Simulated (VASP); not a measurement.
**Core levels calculation, with input and output: Zr (part 2 of 6)**

Zr (P6₃/mmc, 36 atoms in the cell); Kohn-Sham DFT of a periodic cell, PBEsol, VASP PAW PBE potentials, recommended, no spin polarisation (VASP 6.6.1); cutoff 520 eV, 4×4×3 k-mesh, methfessel-paxton of 0.1 eV. The structure derives from an entry of the Crystallography Open Database.

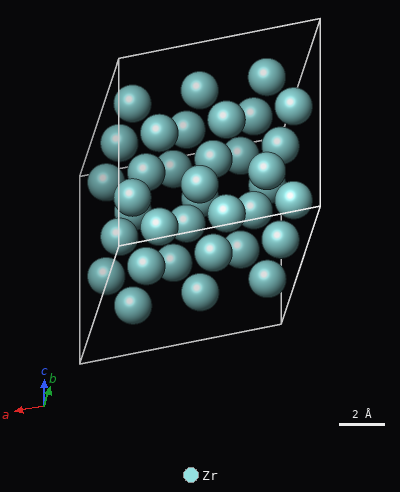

*The structure (spheres-only view of the cell of the calculation, seen at an oblique angle). An atom can appear more than once, as a periodic image.*

Parts of OUTCAR, continued
```
   k-points           NKPTS =      8   k-points in BZ     NKDIM =      8   number of bands    NBANDS=    259
   number of dos      NEDOS =    301   number of ions     NIONS =     36
   total plane-waves  NPLWV = 414720
   dimension x,y,z NGX =    72 NGY =   72 NGZ =   80
   dimension x,y,z NGXF=   144 NGYF=  144 NGZF=  160
   ions per type =               1  35
   NGX,Y,Z   is equivalent  to a cutoff of  12.34, 12.34, 12.92 a.u.
   NGXF,Y,Z  is equivalent  to a cutoff of  24.69, 24.69, 25.84 a.u.
 SYSTEM =  Zr
   PREC   = accura    normal or accurate (medium, high low for compatibility)
   ISTART =      0    job   : 0-new  1-cont  2-samecut
   ICHARG =      2    charge: 1-file 2-atom 10-const
   ISPIN  =      1    spin polarized calculation?
   LNONCOLLINEAR =      F non collinear calculations
   LSORBIT =      F    spin-orbit coupling
   LASPH  =      T    aspherical Exc in radial PAW
   ENCUT  =  520.0 eV  38.22 Ry    6.18 a.u.  18.03 18.03 19.14*2*pi/ulx,y,z
   NELM   =     80;   NELMIN=  2; NELMDL= -5     # of ELM steps
   EDIFF  = 0.1E-05   stopping-criterion for ELM
   LREAL  =      F    real-space projection
   EDIFFG = 0.1E-04   stopping-criterion for IOM
   NSW    =      0    number of steps for IOM
   IBRION =     -1    ionic relax: 0-MD 1-quasi-New 2-CG
   NFREE  =      0    steps in history (QN), initial steepest desc. (CG)
   ISIF   =      2    stress and relaxation
   ISYM   =      2    0-nonsym 1-usesym 2-fastsym
   POTIM  = 0.5000    time-step for ionic-motion
   TEBEG  =    0.0;   TEEND  =   0.0 temperature during run
   PSTRESS=    0.0 pullay stress
   NELECT =     433.0000    total number of electrons
   NUPDOWN=      -1.0000    fix difference up-down
   EMIN   =  10.00;   EMAX   =-10.00  energy-range for DOS
   EFERMI =   0.00;   METHOD = LEGACY
   ISMEAR =     1;   SIGMA  =   0.10  broadening in eV -4-tet -1-fermi 0-gaus
   EFERMI_NEDOS =   21; number of points for ismear=-14 and -15
   IALGO  =     38    algorithm
   IMIX   =      4    mixing-type and parameters
     AMIX     =   0.40;   BMIX     =  1.00
     AMIX_MAG =   1.60;   BMIX_MAG =  1.00
  volume/ion in A,a.u.               =      23.28       157.11
  Fermi-wavevector in a.u.,A,eV,Ry     =   1.313623  2.482388 23.478292  1.725606
  Thomas-Fermi vector in A             =   2.443933
   LORBIT       =      0    0 simple, 1 ext, 2 COOP (PROOUT), +10 PAW based schemes
   GGA     = PS    functional components
   LHFCALC =     F    Hartree Fock is set to
   AEXX    =    0.0000 exact exchange contribution
   IVDW    =     0    specifies the selected vdW correction
   LEPSILON=     F    determine dielectric tensor
   LRPA    =     F    only Hartree local field effects (RPA)
 non-spin polarized calculation
 Methfessel and Paxton  Order N= 1 SIGMA  =   0.10
  energy-cutoff  :      520.00
  volume of cell :      838.11
 maximum number of plane-waves:     22635
   NGX = 37   NGY = 37   NGZ = 39

 number of electron     433.0000005 magnetization

 Free energy of the ion-electron system (eV)
  ---------------------------------------------------
  ext. energy  EPLUGINS =         0.00000000
  ---------------------------------------------------
  free energy    TOTEN  =      -511.66601872 eV

  energy without entropy =     -511.69554971  energy(sigma->0) =     -511.67586238

 the core state eigenenergies are
   1-  1s -17848.6493  2s  -2494.4405  2p  -2227.4769  3s   -414.2560  3p   -327.0119
       3d   -185.1575
   2-  1s -17807.4570  2s  -2454.6658  2p  -2187.1750  3s   -389.9465  3p   -302.8301
       3d   -159.9318
   3-  1s -17807.5200  2s  -2454.7291  2p  -2187.2384  3s   -390.0060  3p   -302.8896
       3d   -159.9915
   4-  1s -17807.4851  2s  -2454.6943  2p  -2187.2035  3s   -389.9744  3p   -302.8580
       3d   -159.9598
   5-  1s -17807.5200  2s  -2454.7291  2p  -2187.2384  3s   -390.0060  3p   -302.8896
       3d   -159.9915
   6-  1s -17807.4851  2s  -2454.6943  2p  -2187.2035  3s   -389.9744  3p   -302.8580
       3d   -159.9598
   7-  1s -17807.5200  2s  -2454.7291  2p  -2187.2384  3s   -390.0060  3p   -302.8896
       3d   -159.9915
   8-  1s -17807.4851  2s  -2454.6943  2p  -2187.2035  3s   -389.9744  3p   -302.8580
       3d   -159.9598
   9-  1s -17807.5200  2s  -2454.7291  2p  -2187.2384  3s   -390.0060  3p   -302.8896
       3d   -159.9915
  10-  1s -17807.4851  2s  -2454.6943  2p  -2187.2035  3s   -389.9744  3p   -302.8580
       3d   -159.9598
  11-  1s -17807.4678  2s  -2454.6775  2p  -2187.1866  3s   -389.9574  3p   -302.8410
       3d   -159.9428
  12-  1s -17807.4892  2s  -2454.6982  2p  -2187.2075  3s   -389.9779  3p   -302.8615
       3d   -159.9633
  13-  1s -17807.5200  2s  -2454.7291  2p  -2187.2384  3s   -390.0060  3p   -302.8896
       3d   -159.9915
  14-  1s -17807.4851  2s  -2454.6943  2p  -2187.2035  3s   -389.9744  3p   -302.8580
       3d   -159.9598
  15-  1s -17807.4688  2s  -2454.6779  2p  -2187.1871  3s   -389.9582  3p   -302.8418
       3d   -159.9435
  16-  1s -17807.4898  2s  -2454.6988  2p  -2187.2081  3s   -389.9787  3p   -302.8624
       3d   -159.9641
  17-  1s -17807.5200  2s  -2454.7291  2p  -2187.2384  3s   -390.0060  3p   -302.8896
       3d   -159.9915
  18-  1s -17807.4851  2s  -2454.6943  2p  -2187.2035  3s   -389.9744  3p   -302.8580
       3d   -159.9598
  19-  1s -17807.5202  2s  -2454.7303  2p  -2187.2395  3s   -390.0075  3p   -302.8911
       3d   -159.9931
  20-  1s -17807.5202  2s  -2454.7303  2p  -2187.2395  3s   -390.0075  3p   -302.8911
       3d   -159.9931
  21-  1s -17807.5202  2s  -2454.7303  2p  -2187.2395  3s   -390.0075  3p   -302.8911
       3d   -159.9931
  22-  1s -17807.5202  2s  -2454.7303  2p  -2187.2395  3s   -390.0075  3p   -302.8911
       3d   -159.9931
  23-  1s -17807.4801  2s  -2454.6898  2p  -2187.1990  3s   -389.9700  3p   -302.8536
       3d   -159.9553
  24-  1s -17807.4801  2s  -2454.6898  2p  -2187.1990  3s   -389.9700  3p   -302.8536
       3d   -159.9553
  25-  1s -17807.4801  2s  -2454.6898  2p  -2187.1990  3s   -389.9700  3p   -302.8536
       3d   -159.9553
  26-  1s -17807.4801  2s  -2454.6898  2p  -2187.1990  3s   -389.9700  3p   -302.8536
       3d   -159.9553
  27-  1s -17807.4967  2s  -2454.7044  2p  -2187.2138  3s   -389.9838  3p   -302.8674
       3d   -159.9691
  28-  1s -17807.4967  2s  -2454.7044  2p  -2187.2138  3s   -389.9838  3p   -302.8674
       3d   -159.9691
  29-  1s -17807.4801  2s  -2454.6898  2p  -2187.1990  3s   -389.9700  3p   -302.8536
       3d   -159.9553
  30-  1s -17807.4801  2s  -2454.6898  2p  -2187.1990  3s   -389.9700  3p   -302.8536
       3d   -159.9553
  31-  1s -17807.5202  2s  -2454.7303  2p  -2187.2395  3s   -390.0075  3p   -302.8911
       3d   -159.9931
  32-  1s -17807.5202  2s  -2454.7303  2p  -2187.2395  3s   -390.0075  3p   -302.8911
       3d   -159.9931
  33-  1s -17807.4967  2s  -2454.7044  2p  -2187.2138  3s   -389.9838  3p   -302.8674
       3d   -159.9691
  34-  1s -17807.4967  2s  -2454.7044  2p  -2187.2138  3s   -389.9838  3p   -302.8674
       3d   -159.9691
  35-  1s -17807.4967  2s  -2454.7044  2p  -2187.2138  3s   -389.9838  3p   -302.8674
       3d   -159.9691
  36-  1s -17807.4967  2s  -2454.7044  2p  -2187.2138  3s   -389.9838  3p   -302.8674
       3d   -159.9691

 E-fermi :   8.8460     XC(G=0): -11.2057     alpha+bet :-15.9774

 val. band max:        8.8429859321   @ k =   0.0000   0.0000   0.0000
 cond. band min:       8.8672822043   @ k =   0.0000   0.0000   0.3333
 fundamental gap:      0.0242962721
 Fermi energy:         8.8459900197

 k-point     1 :       0.0000    0.0000    0.0000
  band No.  band energies     occupation
      1     -44.2790      2.00000
      2     -39.9006      2.00000
      3     -39.8313      2.00000
      4     -39.8228      2.00000
      5     -39.8174      2.00000
      6     -39.8174      2.00000
      7     -39.8091      2.00000
      8     -39.8091      2.00000
      9     -39.8004      2.00000
     10     -39.7960      2.00000
     11     -39.7762      2.00000
     12     -39.7762      2.00000
     13     -39.7721      2.00000
     14     -39.7678      2.00000
     15     -39.7678      2.00000
     16     -39.7665      2.00000
     17     -39.7665      2.00000
     18     -39.7581      2.00000
     19     -39.7581      2.00000
     20     -39.7556      2.00000
     21     -39.7497      2.00000
     22     -39.7476      2.00000
     23     -39.7466      2.00000
     24     -39.7364      2.00000
     25     -39.7364      2.00000
     26     -39.7328      2.00000
     27     -39.7288      2.00000
     28     -39.7288      2.00000
     29     -39.7233      2.00000
     30     -39.7209      2.00000
     31     -39.7209      2.00000
     32     -39.7170      2.00000
     33     -39.7132      2.00000
     34     -39.7132      2.00000
     35     -39.7075      2.00000
     36     -39.7046      2.00000
     37     -21.2961      2.00000
     38     -21.2419      2.00000
     39     -21.2419      2.00000
     40     -18.4464      2.00000
     41     -18.2263      2.00000
     42     -18.2224      2.00000
     43     -18.2220      2.00000
     44     -18.2220      2.00000
     45     -18.2200      2.00000
     46     -18.2184      2.00000
     47     -18.2184      2.00000
     48     -18.2161      2.00000
     49     -18.2161      2.00000
     50     -18.2105      2.00000
     51     -18.2084      2.00000
     52     -18.2066      2.00000
     53     -18.2066      2.00000
     54     -18.1969      2.00000
     55     -18.1807      2.00000
     56     -18.1807      2.00000
     57     -18.1777      2.00000
     58     -18.1777      2.00000
     59     -18.1743      2.00000
     60     -18.1743      2.00000
     61     -18.1676      2.00000
     62     -18.1327      2.00000
     63     -18.1327      2.00000
     64     -18.1121      2.00000
     65     -18.1024      2.00000
     66     -18.1024      2.00000
     67     -18.1013      2.00000
     68     -18.0645      2.00000
     69     -18.0645      2.00000
     70     -18.0418      2.00000
     71     -17.9933      2.00000
     72     -17.9914      2.00000
     73     -17.9876      2.00000
     74     -17.9876      2.00000
     75     -17.9873      2.00000
     76     -17.9873      2.00000
     77     -17.9696      2.00000
     78     -17.9584      2.00000
     79     -17.9584      2.00000
     80     -17.9541      2.00000
     81     -17.9444      2.00000
     82     -17.9444      2.00000
     83     -17.9433      2.00000
     84     -17.9360      2.00000
     85     -17.8657      2.00000
     86     -17.8657      2.00000
     87     -17.8539      2.00000
     88     -17.8482      2.00000
     89     -17.8482      2.00000
     90     -17.8021      2.00000
     91     -17.8021      2.00000
     92     -17.7830      2.00000
     93     -17.7466      2.00000
     94     -17.7355      2.00000
     95     -17.7355      2.00000
     96     -17.7345      2.00000
     97     -17.7112      2.00000
     98     -17.7112      2.00000
     99     -17.6972      2.00000
    100     -17.6972      2.00000
    101     -17.6972      2.00000
    102     -17.6939      2.00000
    103     -17.6939      2.00000
    104     -17.6850      2.00000
    105     -17.6849      2.00000
    106     -17.6849      2.00000
    107     -17.6842      2.00000
    108     -17.6698      2.00000
    109     -17.6698      2.00000
    110     -17.6391      2.00000
    111     -17.6344      2.00000
    112     -17.6335      2.00000
    113     -17.6327      2.00000
    114     -17.6327      2.00000
    115     -17.6274      2.00000
    116     -17.6274      2.00000
    117     -17.6242      2.00000
    118     -17.6206      2.00000
    119     -17.6198      2.00000
    120     -17.6198      2.00000
    121     -17.6025      2.00000
    122     -17.6005      2.00000
    123     -17.6005      2.00000
    124     -17.5968      2.00000
    125     -17.5968      2.00000
    126     -17.5908      2.00000
    127     -17.5898      2.00000
    128     -17.5898      2.00000
    129     -17.5832      2.00000
    130     -17.5801      2.00000
    131     -17.5801      2.00000
    132     -17.5402      2.00000
    133     -17.5402      2.00000
    134     -17.5203      2.00000
    135     -17.5104      2.00000
    136     -17.5104      2.00000
    137     -17.5090      2.00000
    138     -17.5080      2.00000
    139     -17.5080      2.00000
    140     -17.5023      2.00000
    141     -17.5023      2.00000
    142     -17.4500      2.00000
    143     -17.4378      2.00000
    144     -17.4378      2.00000
    145       3.1753      2.00000
    146       4.8763      2.00000
    147       4.8896      2.00000
    148       5.4995      2.00000
    149       5.4995      2.00000
    150       5.5050      2.00000
    151       5.5050      2.00000
    152       5.5072      2.00000
    153       5.5203      2.00000
    154       5.7955      2.00000
    155       6.0482      2.00000
    156       6.0482      2.00000
    157       6.0564      2.00000
    158       6.0564      2.00000
    159       6.0589      2.00000
    160       6.0623      2.00000
    161       6.0623      2.00000
    162       6.0637      2.00000
    163       6.0647      2.00000
    164       6.0647      2.00000
    165       6.0679      2.00000
    166       6.0770      2.00000
    167       6.6914      2.00000
    168       6.6921      2.00000
    169       6.6921      2.00000
    170       6.7119      2.00000
    171       6.7119      2.00000
    172       6.7164      2.00000
    173       6.7250      2.00000
    174       6.7250      2.00000
    175       7.2306      2.00000
    176       7.2306      2.00000
    177       7.2636      2.00000
    178       7.2719      2.00000
    179       7.2728      2.00000
    180       7.2728      2.00000
    181       7.3637      2.00000
    182       7.3753      2.00000
    183       7.3753      2.00000
    184       7.3818      2.00000
    185       7.4677      2.00000
    186       7.4706      2.00000
    187       7.4706      2.00000
    188       7.4794      2.00000
    189       7.5552      2.00000
    190       7.5552      2.00000
    191       7.5571      2.00000
    192       7.5571      2.00000
    193       7.6961      2.00000
    194       7.6961      2.00000
    195       7.9013      2.00000
    196       7.9262      2.00000
    197       7.9262      2.00000
    198       7.9483      2.00000
    199       7.9483      2.00000
    200       7.9680      2.00000
    201       7.9728      2.00000
    202       7.9728      2.00000
    203       7.9753      2.00000
    204       7.9753      2.00000
    205       7.9788      2.00000
    206       7.9823      2.00000
    207       8.3078      2.00000
    208       8.3078      2.00000
    209       8.3087      2.00000
    210       8.3280      2.00000
    211       8.3280      2.00000
    212       8.3362      2.00000
    213       8.7913      1.79002
    214       8.7913      1.79002
    215       8.8147      1.50173
    216       8.8174      1.46219
    217       8.8430      1.05082
    218       8.8880      0.35405
    219       9.0432     -0.01745
    220       9.0432     -0.01745
    221       9.0929     -0.00266
    222       9.0972     -0.00219
    223       9.4694     -0.00000
    224       9.4694     -0.00000
    225       9.4747     -0.00000
    226       9.5132     -0.00000
    227       9.5132     -0.00000
    228       9.5788     -0.00000

 k-point     2 :       0.2500   -0.0000    0.0000
  band No.  band energies     occupation
      1     -44.2790      2.00000
      2     -39.8930      2.00000
      3     -39.8420      2.00000
      4     -39.8266      2.00000
      5     -39.8261      2.00000
      6     -39.8188      2.00000
      7     -39.8149      2.00000
      8     -39.7943      2.00000
      9     -39.7902      2.00000
     10     -39.7900      2.00000
     11     -39.7824      2.00000
     12     -39.7786      2.00000
     13     -39.7766      2.00000
     14     -39.7749      2.00000
     15     -39.7727      2.00000
     16     -39.7619      2.00000
     17     -39.7573      2.00000
     18     -39.7567      2.00000
     19     -39.7543      2.00000
     20     -39.7537      2.00000
     21     -39.7490      2.00000
     22     -39.7464      2.00000
     23     -39.7431      2.00000
     24     -39.7407      2.00000
     25     -39.7381      2.00000
     26     -39.7323      2.00000
     27     -39.7308      2.00000
     28     -39.7302      2.00000
     29     -39.7250      2.00000
     30     -39.7249      2.00000
     31     -39.7188      2.00000
     32     -39.7175      2.00000
     33     -39.7118      2.00000
     34     -39.7103      2.00000
     35     -39.7073      2.00000
     36     -39.7051      2.00000
     37     -21.2961      2.00000
     38     -21.2421      2.00000
     39     -21.2419      2.00000
     40     -18.4266      2.00000
     41     -18.3127      2.00000
     42     -18.2998      2.00000
     43     -18.2820      2.00000
     44     -18.2668      2.00000
     45     -18.2557      2.00000
     46     -18.2554      2.00000
     47     -18.2534      2.00000
     48     -18.2525      2.00000
     49     -18.2376      2.00000
     50     -18.2356      2.00000
     51     -18.2240      2.00000
     52     -18.2217      2.00000
     53     -18.2095      2.00000
     54     -18.1899      2.00000
     55     -18.1664      2.00000
     56     -18.1649      2.00000
     57     -18.1602      2.00000
     58     -18.1602      2.00000
     59     -18.1573      2.00000
     60     -18.1441      2.00000
     61     -18.1390      2.00000
     62     -18.1117      2.00000
     63     -18.1062      2.00000
     64     -18.1030      2.00000
     65     -18.0850      2.00000
     66     -18.0781      2.00000
     67     -18.0533      2.00000
     68     -18.0243      2.00000
     69     -18.0230      2.00000
     70     -18.0201      2.00000
     71     -18.0154      2.00000
     72     -18.0139      2.00000
     73     -17.9888      2.00000
     74     -17.9844      2.00000
     75     -17.9751      2.00000
     76     -17.9619      2.00000
     77     -17.9405      2.00000
     78     -17.9341      2.00000
     79     -17.9316      2.00000
     80     -17.9310      2.00000
     81     -17.9303      2.00000
     82     -17.9270      2.00000
     83     -17.9059      2.00000
     84     -17.8989      2.00000
     85     -17.8691      2.00000
     86     -17.8655      2.00000
     87     -17.8414      2.00000
     88     -17.7843      2.00000
     89     -17.7761      2.00000
     90     -17.7681      2.00000
     91     -17.7659      2.00000
     92     -17.7642      2.00000
     93     -17.7459      2.00000
     94     -17.7435      2.00000
     95     -17.7411      2.00000
     96     -17.7337      2.00000
     97     -17.7206      2.00000
     98     -17.7201      2.00000
     99     -17.7191      2.00000
    100     -17.7144      2.00000
    101     -17.7057      2.00000
    102     -17.7038      2.00000
    103     -17.7024      2.00000
    104     -17.6960      2.00000
    105     -17.6916      2.00000
    106     -17.6759      2.00000
    107     -17.6744      2.00000
    108     -17.6719      2.00000
    109     -17.6671      2.00000
    110     -17.6598      2.00000
    111     -17.6571      2.00000
    112     -17.6497      2.00000
    113     -17.6389      2.00000
    114     -17.6379      2.00000
    115     -17.6319      2.00000
    116     -17.6289      2.00000
    117     -17.6223      2.00000
    118     -17.6204      2.00000
    119     -17.6149      2.00000
```
